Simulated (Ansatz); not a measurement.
ZnSe2

```
CELL_PARAMETERS angstrom
3.64591 0.00000 0.00000
-1.82296 3.15745 0.00000
0.00000 0.00000 5.64902
ATOMIC_POSITIONS crystal
Zn 0.00000 0.00000 0.00000
Se 0.33333 0.66667 0.26172
Se 0.33333 0.66667 0.73828
```

Space group P-6m2; a structure from a database of computed crystals, not necessarily the ambient phase; started from the MoS2-187 prototype, which need not be the ambient phase.

All numbers below come from DFT, PBEsol, plane waves, PAW in Ansatz.

The density is the valence pseudo-density of a PAW calculation; it isn't the true density close to the nuclei.

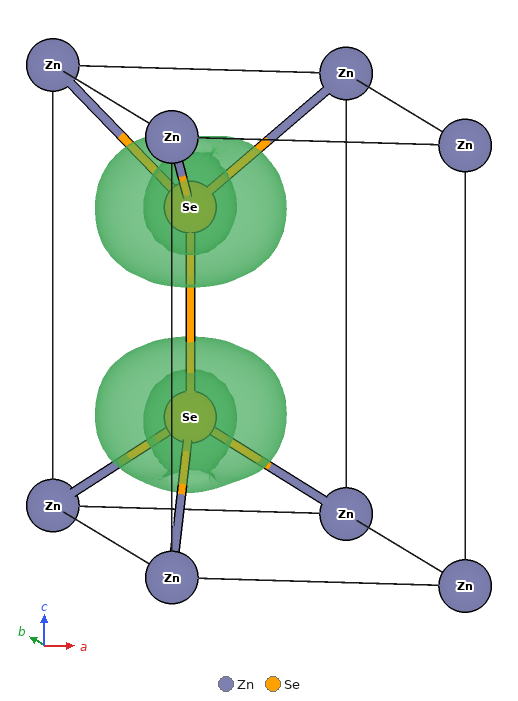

Figure 1. Isosurface of the electron localisation function at 0.7 (green), seen slightly off an axis. Only the valence region is drawn (cores and ρ < 0.01 e/Å³ removed). Sticks mark near contacts.

### Describe the localisation domains.

The ELF exceeds this value in two regions wrapped around Se (the valence shell of each), counted in one cell of 3 atoms. Any copies at cell faces, edges or corners count once. Profiles from the grid: Zn–Se (2.57 Å): the ELF is about 0.50 at the midpoint. Se–Se (2.69 Å): the ELF is about 0.45 at the midpoint.

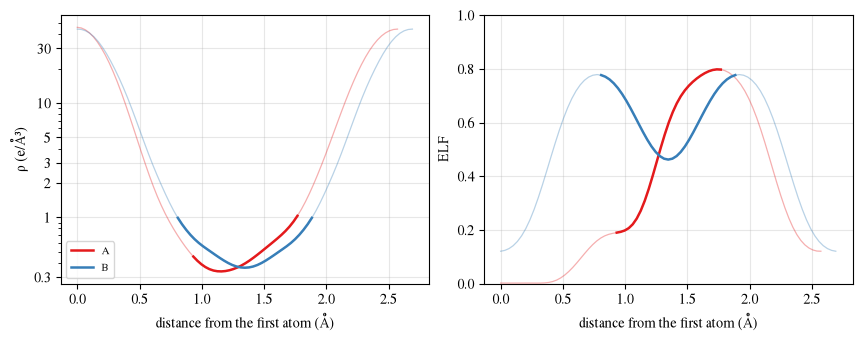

Figure 2. Valence pseudo-density and electron localisation function along straight lines between neighbouring atoms. Thin, pale parts lie inside the atomic spheres.

### Which curve belongs to which contact (Se–Se and Zn–Se)? The first atom named is at distance zero.

Curve A: Zn–Se (2.57 Å): the density is about 0.36 e/Å³ at the midpoint; the ELF is about 0.50 at the midpoint. Curve B: Se–Se (2.69 Å): the density is about 0.36 e/Å³ at the midpoint; the ELF is about 0.45 at the midpoint.
